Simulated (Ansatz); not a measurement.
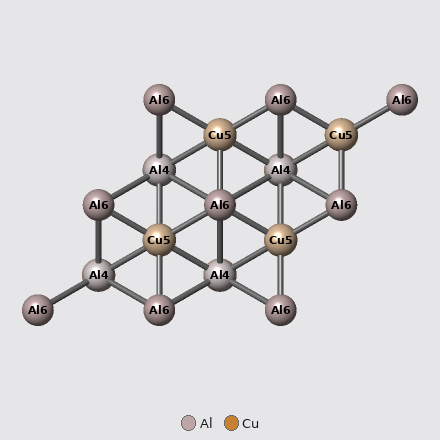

The system is H on an Al₂Cu(101) slab cut from the Fm-3m phase, its upper half relaxed before the scan (6 atoms of substrate and one adsorbate in a 1 × 1 cell); the picture shows it without the atoms that are moved over the map. H is moved over the surface cell; relaxed at each place: the height of the adsorbate's atoms; substrate rigid; the origin of the map has the adsorbate above Al6. Places are given modulo a cell vector. The map is drawn in real space over the plane of the surface. The scan uses a 9 × 9 grid; 19 points were computed and 62 follow by symmetry. Energies: eV, counted from the lowest grid point. With one adsorbate in each 1 × 1 cell, its nearest image is 4.1 Å away, so neighbouring adsorbates interact. All numbers below come from DFT PBE, scalar-relativistic, plane waves, PAW in Ansatz 0.2.0. Settings: cutoff 420 eV, k-mesh 9×9×1, gaussian smearing 0.1 eV, no spin polarisation.

Range: position of H7 along the first surface vector from 0.000 to 0.889; position of H7 along the second surface vector from 0.000 to 0.889.

Question: What will the energy surface look like?

Answer: The lowest grid point is at (4/9, 7/9) of the cell vectors [nearest 1 Cu at 1.70 Å]; the map holds 3 wells of about this depth. There is a further well near the top site over a surface Al atom, (0/9, 0/9) of the cell vectors (0.20 eV above the lowest at that grid point). The highest grid point, a threefold hollow over a third-layer Al atom, (3/9, 3/9) of the cell vectors, lies 1.29 eV above the lowest. On the interpolated surface the easiest way out of the lowest well to a well of about the same depth near (7/9, 7/9) of the cell vectors [nearest 1 Cu at 1.70 Å] passes a barrier of about 0.13 eV. At the lowest point the adsorbate has 1 Cu at 1.70 Å as nearest neighbours, at the highest 1 Al at 1.84 Å. Its relaxed height above the top atom is 0.84 Å at the lowest and 0.32 Å at the highest point.

| second ↓, first → | 0/9 | 1/9 | 2/9 | 3/9 | 4/9 | 5/9 | 6/9 | 7/9 | 8/9 |
| --- | --- | --- | --- | --- | --- | --- | --- | --- | --- |
| 8/9 | 0.22 | 0.22 | 0.21 | 0.16 | 0.06 | 0.13 | 0.06 | 0.16 | 0.21 |
| 7/9 | 0.27 | 0.29 | 0.27 | 0.16 | 0.00 | 0.12 | 0.12 | 0.00 | 0.16 |
| 6/9 | 0.30 | 0.44 | 0.44 | 0.30 | 0.06 | 0.12 | 0.18 | 0.12 | 0.06 |
| 5/9 | 0.25 | 0.60 | 0.76 | 0.60 | 0.25 | 0.13 | 0.12 | 0.12 | 0.13 |
| 4/9 | 0.25 | 0.60 | 1.02 | 1.02 | 0.60 | 0.25 | 0.06 | 0.00 | 0.06 |
| 3/9 | 0.30 | 0.60 | 1.02 | 1.29 | 1.02 | 0.60 | 0.30 | 0.16 | 0.16 |
| 2/9 | 0.27 | 0.44 | 0.76 | 1.02 | 1.02 | 0.76 | 0.44 | 0.27 | 0.21 |
| 1/9 | 0.22 | 0.29 | 0.44 | 0.60 | 0.60 | 0.60 | 0.44 | 0.29 | 0.22 |
| 0/9 | 0.20 | 0.22 | 0.27 | 0.30 | 0.25 | 0.25 | 0.30 | 0.27 | 0.22 |

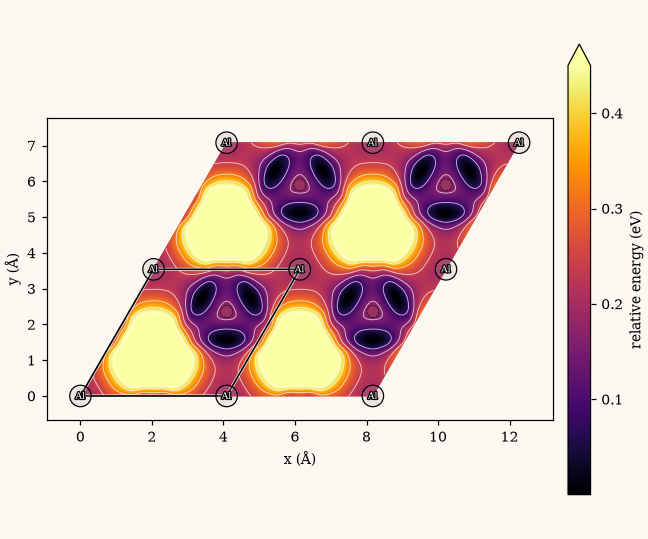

The picture shows a smooth colour map with a few white contour lines, labelled circles for the atoms of the top layer and small ones for the second layer, the outline of one cell of the 2 × 2 shown, one colour for all values above the top of the scale. Between grid points the surface is interpolated.

Time for the 19 points that were run: 21 min on 1 thread of Intel(R) Xeon(R) 6975P-C (Granite Rapids) (shared host).

PAW datasets: the set soft_1.
